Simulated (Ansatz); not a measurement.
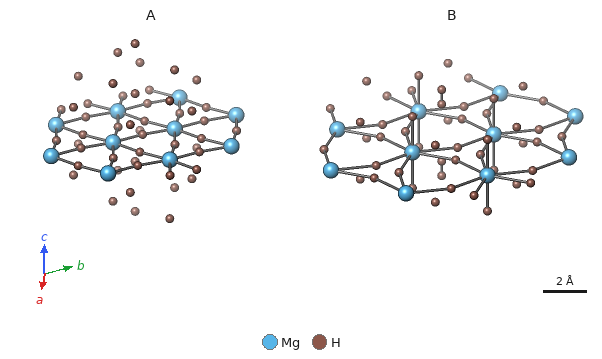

Two geometries of crystalline MgH$_{6}$ (a generated structure, set up in P-6m2) (coarse preliminary run), drawn at one scale. One is the start of a relaxation, the other its converged end. Style: ball-and-stick. Shown: the atoms within 5.0 Å of the atom that moves most (axes of the cell of the calculation), from a free direction.

Method: DFT PBE, scalar-relativistic, plane waves, PAW in Ansatz 0.2.0. Settings: plane-wave cutoff 420 eV; k-point mesh 6 × 6 × 4; occupations gaussian; smearing width 0.1 eV; no spin polarisation; cell and atoms relaxed; force threshold 0.04 eV/Å; at most 70 steps.

### Which geometry has the lower energy?

Structure B is the relaxed one. The largest moves relative to the cell, 0.65 Å, are those of H atoms. Mg stays in place. The volume changes by +5.9 %, with a = b 3.223 → 4.257 Å (+32.1 %), c 6.211 → 3.771 Å (−39.3 %). Among the contacts that change: H–H 2.637 → 0.766 Å, H–Mg 3.105 → 1.885 Å, H–Mg 1.617 → 2.182 Å. New bonds form: H–H (2.64 → 0.77 Å), H–Mg (3.11 → 1.89 Å). Bond angles that change, for instance: H–Mg–H 170.9° → 154.5°, Mg–H–Mg 170.9° → 154.5°. The space group stays P-6m2 (No. 187). After 20 accepted moves (24 points after the start) the energy has fallen by 884 meV per atom. The largest force component goes from 0.46 to 0.009 eV/Å. The pressure goes from 13.14 to 0.06 GPa. The line search rejected the trial steps at points 16, 18 of the run. The SCF was repeated twice at an unchanged geometry on a basis and grid sized afresh for the cell, which shifted the energy by 19.1 meV per atom at most.
